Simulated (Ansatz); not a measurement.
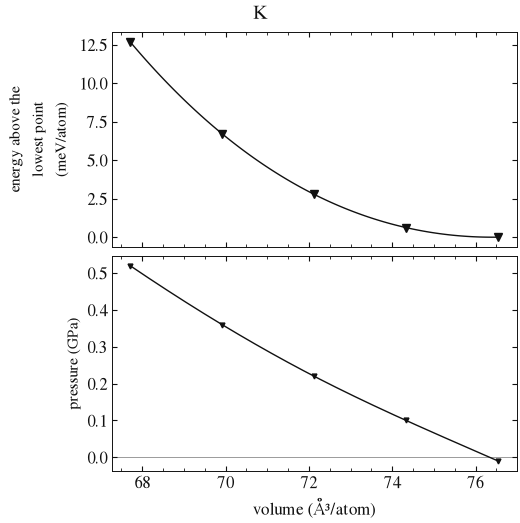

The plot gives the computed energy above the lowest point and pressure against volume for K, space group Im-3m (No. 229) (one of a set of cubic test structures, which need not be the stable phase).

How it was computed, with Ansatz 0.2.0 development build: equation of state of a cubic crystal from periodic Kohn-Sham density functional theory without spin, third-order Birch-Murnaghan fit to the free energies; pressure corrected for the finite basis. Level: HSE06.

- structure type: bcc
- atoms in cell: 1
- space group number: 229
- lattice centring: body-centred primitive
- k mesh: 6×6×6
- occupation method: Fermi–Dirac
- occupation width: 0.1 eV
- wave cutoff: 700 eV
- datasets: hard PAW
- density tolerance: 0 eV
- bands: 9
- density cutoff ratio: 4
- search for lower states: default
- exchange singularity: regularized

Give the values behind the plot as a table.

```
volume (Å³/atom)  energy above the lowest point (meV/atom)  pressure (GPa)
           67.71                                      12.7            0.52
           69.92                                       6.7            0.36
           72.13                                       2.8            0.22
           74.33                                       0.6            0.10
           76.54                                       0.0           -0.01
```

Note: modest k-mesh, values are not fully converged in k; pseudopotentials made with PBE, not this functional.
